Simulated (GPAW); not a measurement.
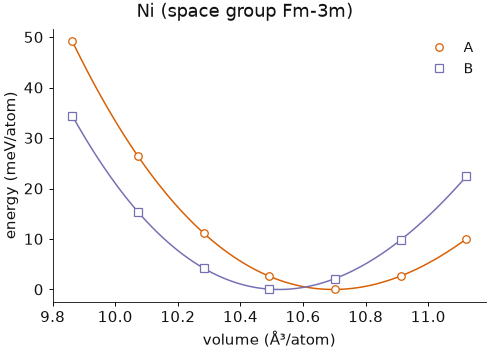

Plotted: energy against volume, with one curve for each functional, for Ni (space group Fm-3m). The labels are replaced by letters. In alphabetical order the cases are: PBEsol; r2SCAN.

Calculation (GPAW 26.7.0): PAW DFT in plane waves, on a grid or in atomic orbitals, collinear spins; energies at scaled volumes of the given cell, shape and fractions fixed, counted from the fit's minimum, third-order Birch-Murnaghan fit. All runs: collinear spin.

- k mesh: 13×13×13
- occupations: Fermi–Dirac
- smearing width: 0.05 eV
- wave cutoff: 600 eV

Which letter stands for which functional?

Answer. A: r2SCAN; B: PBEsol.

Limits of the calculation: nickel data set pressure off other codes.
